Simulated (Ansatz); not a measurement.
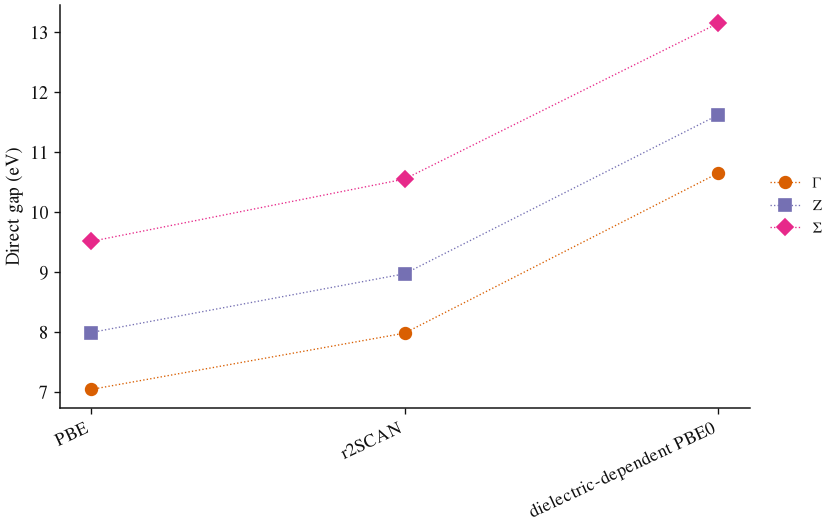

Direct gap at each named k point, by several methods on one cell of SiO2, space group I4_1/amd (No. 141), 6 atoms in the primitive cell, relaxed with r2SCAN; a = 3.490 Å, c = 8.406 Å (tetragonal axes). All runs are without spin-orbit coupling and carry no moments. In reduced coordinates of the cell that was run, Z is (0.5, 0.5, −0.5) and Σ is (−0.293, 0.293, 0.293). The cell is at 9 GPa in PBE. The smallest gap is indirect or lies off these points.

| method | program | Γ (eV) | Z (eV) | Σ (eV) |
| --- | --- | --- | --- | --- |
| PBE | Ansatz | 7.04 | 7.99 | 9.51 |
| r2SCAN | Ansatz | 7.98 | 8.97 | 10.55 |
| dielectric-dependent PBE0 | Ansatz | 10.65 | 11.62 | 13.15 |

> What does r2SCAN0 give? It was run as: r2SCAN0, Ansatz PAW set, 6×6×6 k mesh, 500 eV cutoff, fixed occupations (Ansatz 0.2.0).

Exact exchange opens the gap over the semilocal values shown, the highest of which is 7.98 eV (r2SCAN) at Γ. r2SCAN0 gives 10.57 eV at Γ, 11.55 eV at Z and 13.13 eV at Σ, which is +3.53 eV from PBE at Γ.

> Does r2SCAN0 open these direct gaps by one amount over PBE?

The shifts are +3.53 eV at Γ, +3.56 eV at Z and +3.62 eV at Σ, and at points that aren't plotted +3.51 eV (X), +3.57 eV (N), +3.54 eV (P) and +3.54 eV (Y): over the named points that both runs hold, a spread of 0.11 eV on a mean of 3.55 eV, so one shift describes them well.

> How do the methods rank at Γ?

From low to high: PBE 7.04, r2SCAN 7.98, r2SCAN0 10.57, dielectric-dependent PBE0 10.65 eV. Too close to rank are r2SCAN0 against dielectric-dependent PBE0 (different cutoffs).

Settings. PBE: Ansatz PAW set, 10×10×10 k mesh, 420 eV cutoff, Fermi-Dirac smearing of 0.02 eV (Ansatz). r2SCAN: Ansatz PAW set, 10×10×10 k mesh, 500 eV cutoff, fixed occupations (Ansatz 0.2.0). dielectric-dependent PBE0: Ansatz PAW set, 6×6×6 k mesh, 420 eV cutoff, fixed occupations (Ansatz 0.2.0).

These are four of the 7 methods that were run on this cell. The usual form of SiO2 is α-quartz. r2SCAN, r2SCAN0 and dielectric-dependent PBE0: the PAW data sets were made with another functional. LDA, GGA and most meta-GGA functionals understate gaps. r2SCAN0: the k mesh is coarse, so the values aren't converged, least of all with exact exchange. dielectric-dependent PBE0: the k mesh is coarse, so the values aren't converged. Over all k points computed the smallest gap is 6.31 eV in PBE, 7.20 eV in r2SCAN, 9.74 eV in r2SCAN0 and 9.83 eV in dielectric-dependent PBE0, from the valence top at a point off the named ones to the conduction bottom at Γ. In reduced coordinates of the cell that was run, X is (0, 0, 0.5), N is (0, 0.5, 0), P is (0.25, 0.25, 0.25) and Y is (−0.086, 0.086, 0.5).
